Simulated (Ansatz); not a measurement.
**Si$_{3}$N$_{4}$: density, localisation and related maps**

Input

```
crystal:
  lattice:
    - [-3.23735, 3.23735, 3.2049765]
    - [3.23735, -3.23735, 3.2049765]
    - [3.23735, 3.23735, -3.2049765]
  atoms:
    - { symbol: Si, position: [0.25, 0.125, 0.875] }
    - { symbol: Si, position: [0.875, 0.25, 0.125] }
    - { symbol: Si, position: [0.75, 0.375, 0.625] }
    - { symbol: Si, position: [0.625, 0.75, 0.375] }
    - { symbol: Si, position: [0.125, 0.875, 0.25] }
    - { symbol: Si, position: [0.375, 0.625, 0.75] }
    - { symbol: "N", position: [0.5628, 0.5628, 0.5628] }
    - { symbol: "N", position: [0.4372, 0.5, 0.0] }
    - { symbol: "N", position: [0.5, 0.0, 0.9372] }
    - { symbol: "N", position: [0.0, 0.4372, 0.5] }
    - { symbol: "N", position: [0.9372, 0.5, 0.0] }
    - { symbol: "N", position: [0.0628, 0.0628, 0.0628] }
    - { symbol: "N", position: [0.0, 0.9372, 0.5] }
    - { symbol: "N", position: [0.5, 0.0, 0.4372] }
kpoints:
  mp_grid: { grid: [6, 6, 6] }
scf:
  occupations: { method: fermi_dirac, width: 0.02 }
hamiltonian:
  xc: pbe
  pseudopotentials: { kind: paw, frozen_core: stored }
output:
  forces: true
  stress: true
  populations: true
  efg: { quadrupole_moments_barn: { "N": 0.02044 } }
  write_density: true
  write_potential: true
  elf: true
  volumetric_format: npy
relax:
  f_tol: 0.02
  max_steps: 60
```

Launched as:

```sh
ansatz run input.yaml --threads 4 --pin off --max-ram 8192MiB --backend cpu --events-out ev --progress --plain --runs-dir out
```

Below, planes, directions and counts refer to the conventional cell (a = 6.47 Å, b = 6.47 Å, c = 6.41 Å, α = 90.00°, β = 90.00°, γ = 90.00°).

The fields are those of the relaxed geometry.

Space group I-42d; computed pressure about 4 GPa in this cell.

Method: Ansatz, DFT, PBE, plane-wave PAW, default files, scalar-relativistic, frozen cores.

In a PAW calculation such maps are meaningful between the atoms, not at the nuclei.

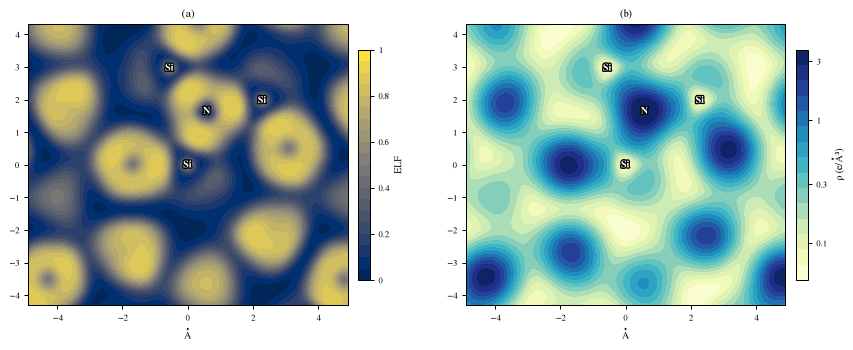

Figure 1. (a) ELF; (b) valence charge density (pseudo) on the (111) plane of the conventional cell.

What does the map show?

Answer. Atoms in the plane: Si and N. Atoms just off the plane (Si, 0.9 Å away and N, 0.3 Å away) can leave unmarked features too. Si–N (1.75 Å): the density is about 1.1 e/Å³ at the midpoint; the ELF peaks at about 0.90 between the atoms, as expected for a polar covalent bond. Between the atoms the lowest density in this plane is 0.05 e/Å³.

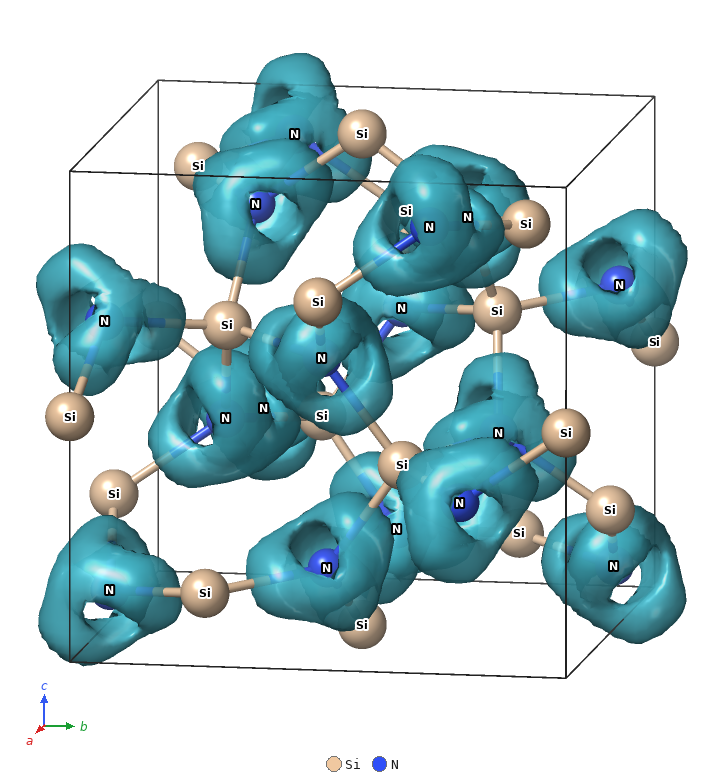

Figure 2. Isosurface of the ELF at 0.8 (cyan), seen slightly off an axis. Core shells and regions of very low density are left out. Sticks mark near contacts.

Where are the electrons localised?

Answer. The surface consists of 16 regions on N in which the atom's valence shell and bonds are merged, counted in one cell of 28 atoms. Any copies at cell faces, edges or corners count once.

Metal or insulator at this level of theory?

Answer. It is gapped, with a Kohn–Sham gap of 4.1 eV on the k-point mesh, an upper bound to the gap of this method.
